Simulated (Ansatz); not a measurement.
Cd

```cif
data_structure
_symmetry_space_group_name_H-M 'P 1'
_symmetry_Int_Tables_number 1
_cell_length_a 6.3288
_cell_length_b 6.3288
_cell_length_c 6.3288
_cell_angle_alpha 90.000
_cell_angle_beta 90.000
_cell_angle_gamma 90.000
_cell_volume 253.50
loop_
_atom_site_label
_atom_site_type_symbol
_atom_site_fract_x
_atom_site_fract_y
_atom_site_fract_z
_atom_site_occupancy
Cd1 Cd 0.75000 0.25000 0.25000 1
Cd2 Cd 0.25000 0.75000 0.25000 1
Cd3 Cd 0.25000 0.25000 0.75000 1
Cd4 Cd 0.75000 0.75000 0.75000 1
Cd5 Cd 0.50000 0.00000 0.00000 1
Cd6 Cd 0.00000 0.50000 0.00000 1
Cd7 Cd 0.00000 0.00000 0.50000 1
Cd8 Cd 0.50000 0.50000 0.50000 1
```

Space group Fd-3m; set up as Cd, diamond; a generated structure, not necessarily the stable one; changed on purpose from its base cell (volume × 0.92); computed pressure about 2 GPa in this cell.

These are results of Ansatz, DFT, r2SCAN, plane waves (500 eV) with PAW, scalar-relativistic, not measurements.

Q: What can the converged valence pseudo-density and electron localisation function tell about the bonding?

A: Cd–Cd (2.74 Å): the density is about 0.28 e/Å³ at the midpoint; the ELF is about 0.20 at the midpoint: no shared electron pair shows on this line.

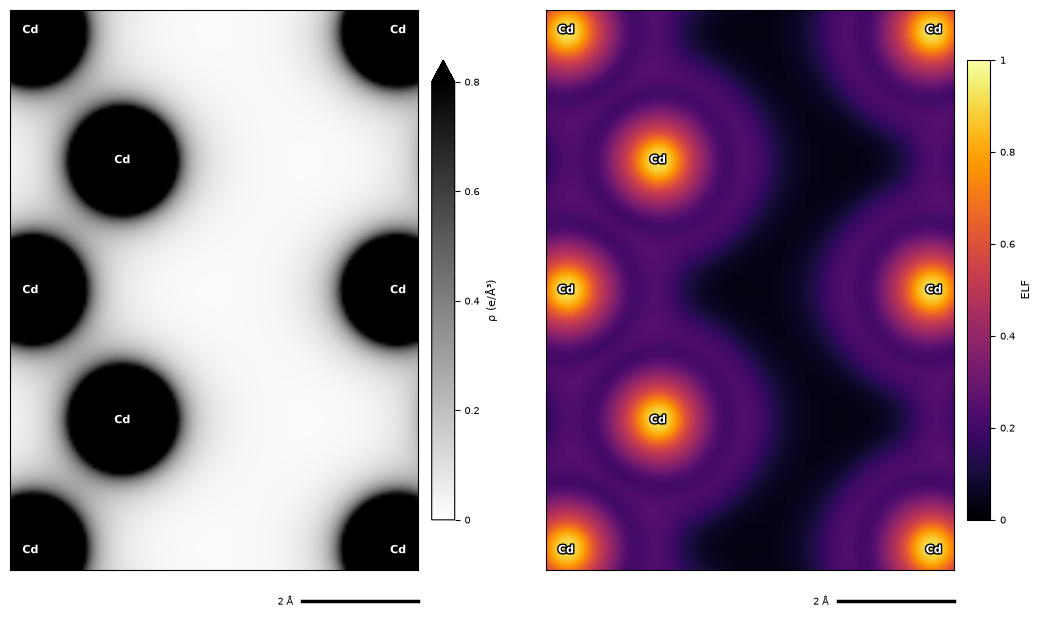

Computed valence pseudo-density and electron localisation function on the (101) plane of the conventional cell, in this order. 

In a PAW calculation such maps are meaningful between the atoms, not at the nuclei.
